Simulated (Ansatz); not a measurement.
## Electronic structure of Si4C3 in real space

```
Si C
1.0
     4.35725    0.00000    0.00000
     0.00000    4.35725    0.00000
     0.00000    0.00000    4.35725
Si C
4 3
Direct
  0.25193 0.74807 0.25193
  0.74807 0.25193 0.25193
  0.25193 0.25193 0.74807
  0.74807 0.74807 0.74807
  0.00000 0.00000 0.50000
  0.50000 0.00000 0.00000
  0.00000 0.50000 0.00000
```

Space group P-43m; a generated structure, not necessarily the stable one.

Computed with DFT PBE, scalar-relativistic, plane waves, PAW (Ansatz 0.2.0).

Core electrons are frozen (PAW), and the valence fields are smoothed inside the atomic spheres.

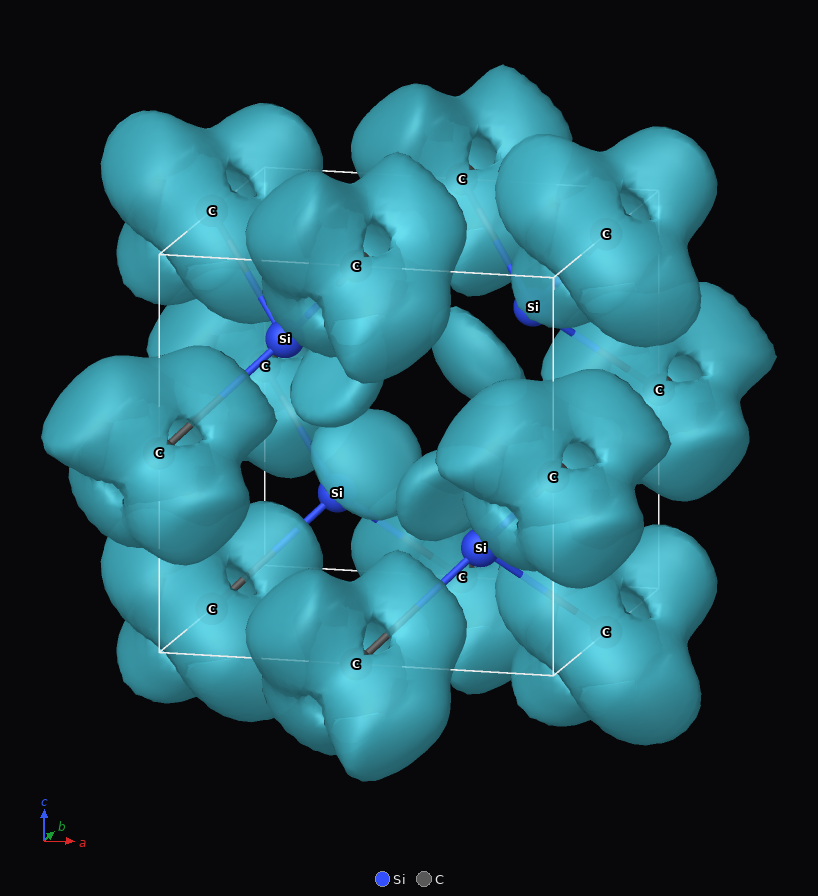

Figure 1. Isosurface of the ELF at 0.7 (cyan), seen slightly off an axis. Core shells and regions of very low density are left out. Sticks mark near contacts.

Where are the electrons localised?

Answer. The ELF exceeds this value in three regions on C in which the atom's valence shell and bonds are merged and four lobes on Si, pointing away from the bonds (lone pairs), counted in one cell of 7 atoms. Any copies at cell faces, edges or corners count once.


Si–C (1.89 Å): the ELF peaks at about 0.90 between the atoms.

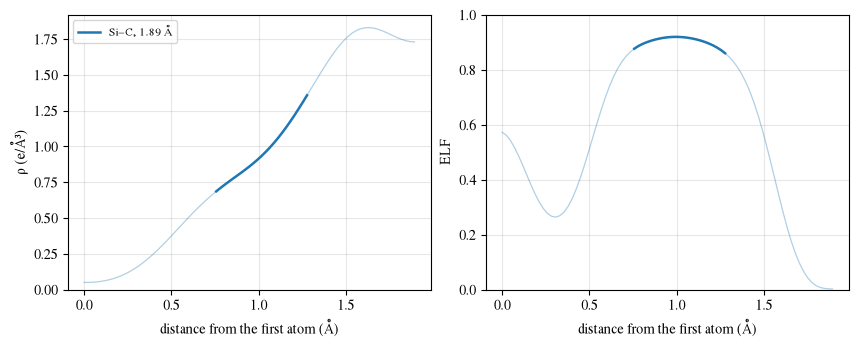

Figure 2. Valence electron density and electron localisation function along straight lines between neighbouring atoms. Thin, pale parts lie inside the atomic spheres.

What can be read from the curves?

Answer. Si–C (1.89 Å): ρ at the midpoint is about 0.86 e/Å³; the ELF peaks at about 0.90 between the atoms.

What Bader charges does the calculation give?

Answer. Electrons move from Si towards C. Bader charges: Si +2.00 and C −2.67 e.

Does the calculation make it a metal, or give it a gap?

Answer. It is metallic or semimetallic at this level of theory: no gap opens.
